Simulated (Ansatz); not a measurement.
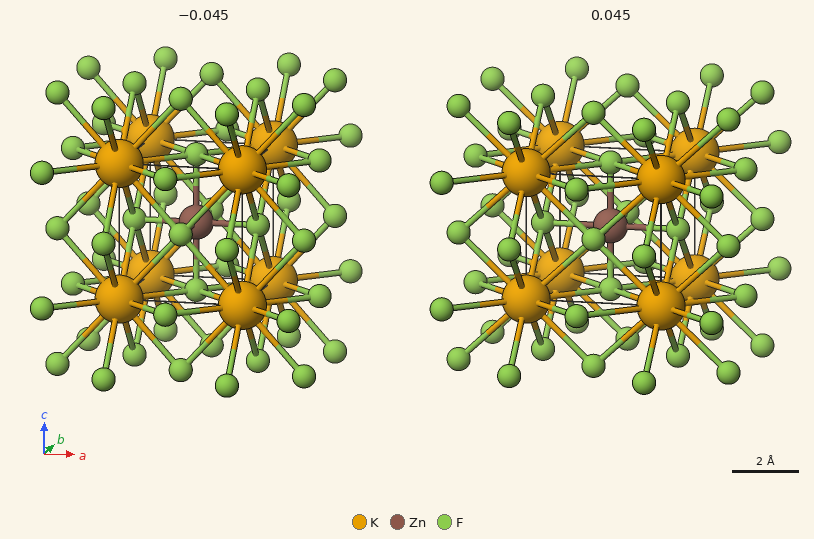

Crystalline KZnF$_{3}$ (set up in Pm-3m), under biaxial strain in the a–b plane (c relaxed, atoms fixed by symmetry), with energies (extrapolated to zero smearing) counted from the relaxed crystal, which is the row at zero. The picture shows the first and the last member. The picture is a ball-and-stick view of the cell of the calculation, seen slightly off an axis.

Computed with Ansatz 0.2.0: DFT PBEsol, scalar-relativistic, plane waves, PAW. Settings: plane-wave cutoff 420 eV; k-point mesh 6 × 6 × 6; occupations gaussian; smearing width 0.02 eV; no spin polarisation; force threshold 0.008 eV/Å.

```csv
strain,energy (meV/atom),a (Å),c (Å),band gap (eV)
−0.045,29.56,3.870,4.215,3.58
−0.03,12.44,3.930,4.156,3.63
−0.015,3.05,3.991,4.102,3.67
0.0,0.00,4.052,4.052,3.71
0.015,?,?,?,?
0.03,9.92,4.173,3.968,3.49
0.045,21.25,4.234,3.931,3.41
```

### One row is withheld. What does the calculation give there?

A parabola through three neighbouring rows (−0.015, 0.0, 0.03) gives, with Lagrange weights, (−0.3333)(3.05) + (1.0000)(0.00) + (0.3333)(9.92) = 2.29 meV/atom. The calculation gives 2.66 meV/atom (a = 4.113 Å, c = 4.008 Å). The estimate is 0.37 meV/atom too low. For the gap a parabola through the rows −0.015, 0.0, 0.03 gives 3.65 eV, and the calculation 3.59 eV (semilocal gaps, lower than measured ones as a rule). From the first member to the last: F–K 2.736 → 2.994 Å, F–Zn 1.935 → 2.117 Å, F–Zn 2.108 → 1.966 Å.

The whole series:

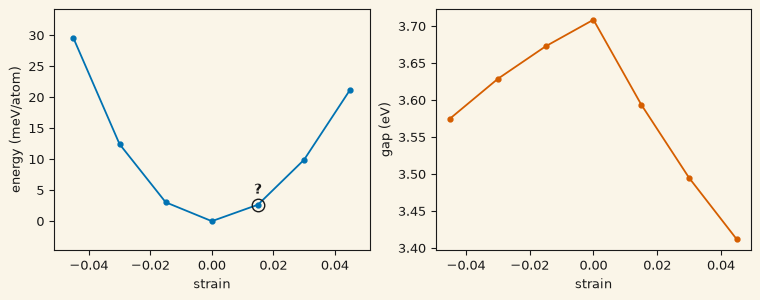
